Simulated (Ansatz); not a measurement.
# Ge₂H (slab): what the fields show

The calculation's input:

```
crystal:
  lattice:
    - [4.022689546, 0.0, 0.0]
    - [-2.011344773, 3.4837513384, 0.0]
    - [0.0, 0.0, 17.6842610184]
  atoms:
    - { symbol: Ge, position: [0.3333333333, 0.6666666667, 0.2648830513] }
    - { symbol: Ge, position: [0.6666666667, 0.3333333333, 0.2261898304] }
    - { symbol: H, position: [1.0, 0.0, 0.303900797], spin: 1.0 }
basis:
  ecutwfc: 420
kpoints:
  mp_grid: { grid: [9, 9, 1] }
hamiltonian:
  xc: pbe
  pseudopotentials: { kind: paw, azcp: { folder: soft_1 } }
  dispersion: d3bj
scf:
  occupations: { method: gaussian, width: 0.1 }
output:
  forces: true
  eigenvalues: true
  populations: true
  write_density: true
  write_potential: true
  elf: true
  volumetric_format: npy
magnetization:
  spin_polarized: true
efield:
  axis: 3
  dipole_correction: true
  ramp_width: 0.04
```

Command:

```sh
ansatz run input.yaml --threads 1 --pin off --max-ram 3072MiB --backend cpu --events-out ev --progress --plain --runs-dir out
```

A point of a scan over the structure, not its minimum; not relaxed (largest force 0.5 eV/Å); PAW files of the earlier set (soft_1); the program warned that a starting moment wasn't kept; spin-polarised, but the moments vanished.

All numbers below come from DFT PBE+D3(BJ), scalar-relativistic, plane waves, PAW (Ansatz).

Core electrons are frozen (PAW), and the valence fields are smoothed inside the atomic spheres.

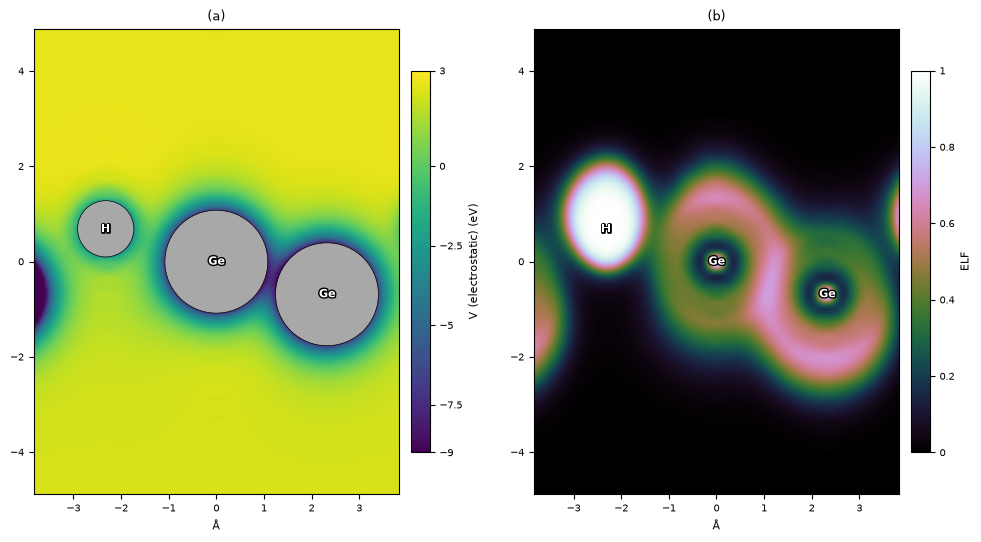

Figure 1. (a) electrostatic potential energy of an electron; (b) ELF on the (110) plane of the calculation cell, a cut from vacuum to vacuum. Grey discs cover the atomic cores in the potential map.

**Interpret the plot.**

- Atoms in the plane: Ge and H.
- Ge–Ge (2.42 Å): the ELF peaks at about 0.70 between the atoms.
- Ge–H (2.42 Å): the ELF climbs to about 1 towards the hydrogen.
- The features right at Ge lie inside the PAW spheres, where the map follows smoothed inner orbitals and isn't to be read closely.
- Outside the cores the potential energy rises away from the atoms and is highest in the vacuum; its zero is arbitrary.

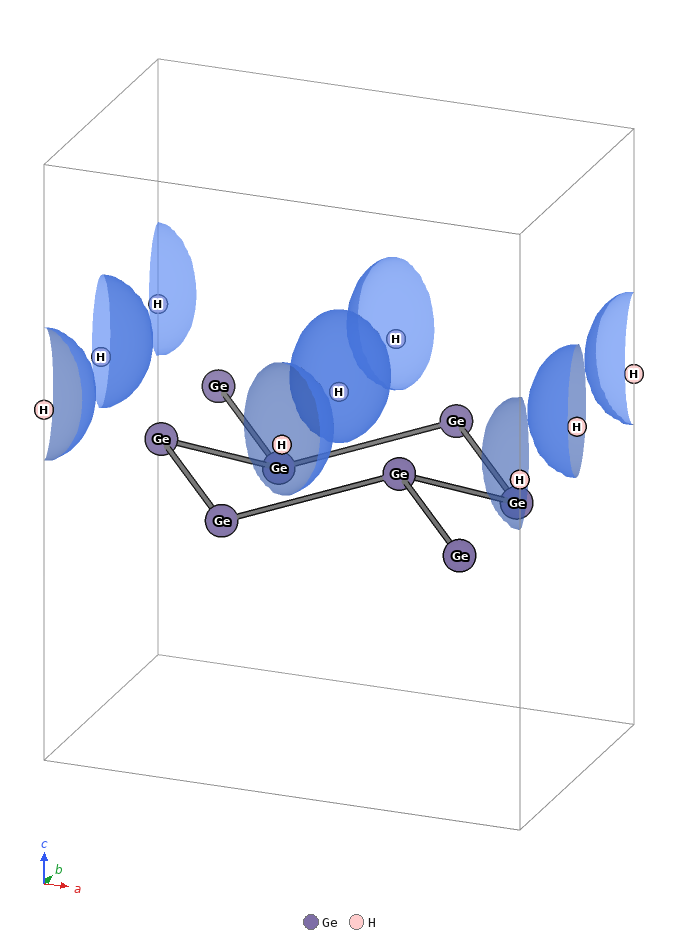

Figure 2. Isosurface of the electron localisation function at 0.85 (blue), seen slightly off an axis. Core shells and regions of very low density are left out. Sticks mark near contacts.

**Identify the bonds, lone pairs and shells in this picture.**

The surface consists of one region around a hydrogen nucleus, counted in one cell of 3 atoms. Counts are for one cell; the picture repeats the cell along the surface.

**Metal or insulator at this level of theory?**

It is metallic or semimetallic at this level of theory: no gap opens.
